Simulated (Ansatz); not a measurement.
Al₂O₃

Input file:

```
crystal:
  lattice:
    - [2.8843249483, 0.0, 0.0]
    - [-1.4421624742, 2.497898678, 0.0]
    - [0.0, 0.0, 9.33675446]
  atoms:
    - { symbol: Al, position: [0.0, 0.0, 0.85000767] }
    - { symbol: Al, position: [0.0, 0.0, 0.14999233] }
    - { symbol: O, position: [0.3333333333, 0.6666666667, 0.77768308] }
    - { symbol: O, position: [0.6666666667, 0.3333333333, 0.0] }
    - { symbol: O, position: [0.3333333333, 0.6666666667, 0.22231692] }
hamiltonian:
  xc: pbe
  pseudopotentials: { kind: paw }
kpoints:
  mp_grid: { grid: [11, 11, 3] }
scf:
  occupations: { method: fermi_dirac, width: 0.05 }
output:
  forces: true
  stress: true
  eigenvalues: true
  write_density: true
  write_potential: true
  elf: true
  volumetric_format: npy
```

Launched as:

```sh
ansatz run input.yaml --threads 2 --pin off --max-ram 5120MiB --backend cpu --events-out ev --progress --plain --runs-dir out
```

Below, planes, directions and counts refer to the conventional cell (a = 2.88 Å, b = 2.88 Å, c = 9.34 Å, α = 90.00°, β = 90.00°, γ = 120.00°).

Space group P-6m2; a structure from a database of computed crystals, not necessarily the ambient phase.

These are results of Kohn-Sham DFT of a periodic cell, PBE, Ansatz PAW in Ansatz, not measurements.

In a PAW calculation such maps are meaningful between the atoms, not at the nuclei.

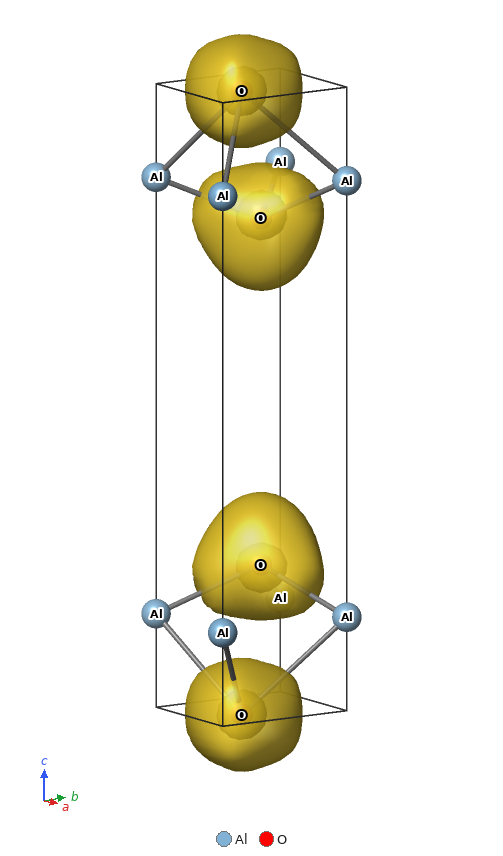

Figure 1. Isosurface of the electron localisation function at 0.7 (yellow), seen slightly off an axis. Only the valence region is drawn (cores and ρ < 0.01 e/Å³ removed). Sticks mark near contacts.

Q: What do the ELF domains correspond to?

A: The surface consists of two regions on O in which the atom's valence shell and bonds are merged and one region wrapped around O (its valence shell), counted in one cell of 5 atoms. Any copies at cell faces, edges or corners count once. Along the contacts the grid gives the following. Al–O (1.80 Å): the ELF peaks at about 0.85 in the valence shell of O, 0.7 Å from its nucleus, and is about 0.85 at the midpoint.

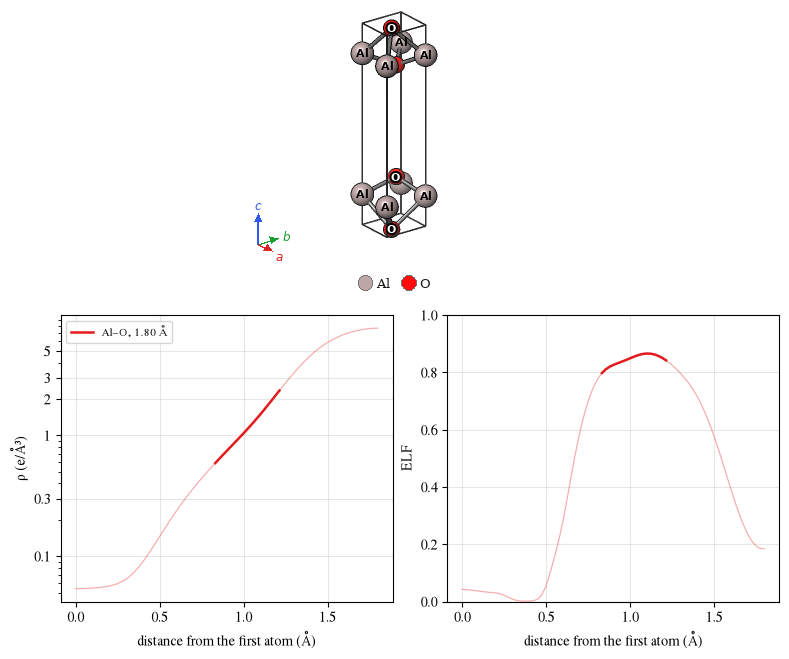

Figure 2. Valence electron density and electron localisation function along straight lines between neighbouring atoms. Thin, pale parts lie inside the atomic spheres. The structure is drawn too.

Q: What can be read from the curves?

A: Al–O (1.80 Å): the density is about 0.74 e/Å³ at the midpoint; the ELF peaks at about 0.85 in the valence shell of O, 0.7 Å from its nucleus, and is about 0.85 at the midpoint.

Q: Does the calculation give a band gap?

A: It is gapped, with a Kohn–Sham gap of 4.8 eV on the k-point mesh, an upper bound to the gap of this method.
